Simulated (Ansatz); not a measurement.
# Ti: what the fields show

```
Ti
1.0
     1.46923   -2.54478    0.00000
     0.00000    0.00000    4.65063
    -2.93846    0.00000    0.00000
Ti
2
Cartesian
  -1.3455 -0.7245 1.1627
  -0.1238 -1.8203 3.4880
```

Space group P2₁/m; not relaxed (largest force 0.4 eV/Å); computed without spin polarisation.

Method: DFT PBE, scalar-relativistic, plane waves, PAW in Ansatz.

In a PAW calculation such maps are meaningful between the atoms, not at the nuclei.

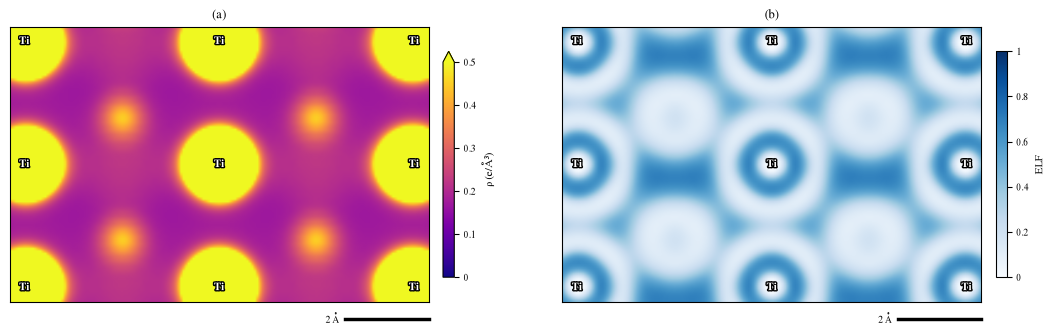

Figure 1. (a) valence pseudo-density; (b) electron localisation function on the (101̄) plane of the conventional cell.

> Read the bonding off the picture.

The plane passes through Ti nuclei.
Atoms just off the plane (Ti, 0.9 Å away) can leave unmarked features too.
Ti–Ti (2.94 Å): ρ is about 0.18 e/Å³ halfway; the ELF is about 0.25 at the midpoint; no shared electron pair shows on this line.
Between the atoms the lowest density in this plane is 0.17 e/Å³.
The features right at Ti lie inside the PAW spheres, where the map follows smoothed inner orbitals and isn't to be read closely.

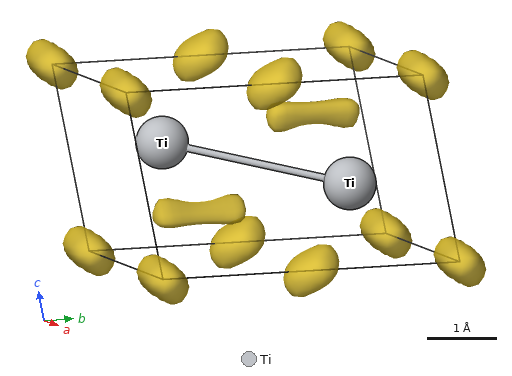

Figure 2. Isosurface of the ELF at 0.65 (yellow), seen slightly off an axis. Core shells and regions of very low density are left out. Sticks mark near contacts.

> Describe the localisation domains.

The surface consists of four pockets between the atoms, centred on no nucleus (multi-centre or interstitial), counted in one cell of 2 atoms. Regions shared between cells count once. There are no localised bonds or lone pairs at this value. Profiles from the grid: Ti–Ti (2.75 Å): the ELF is about 0.15 at the midpoint (no localised pair shows between them). Ti–Ti (2.85 Å): the ELF is about 0.20 at the midpoint: no localised pair shows between them.

> Metal or insulator at this level of theory?

It is gapless in this calculation (a metal or semimetal).
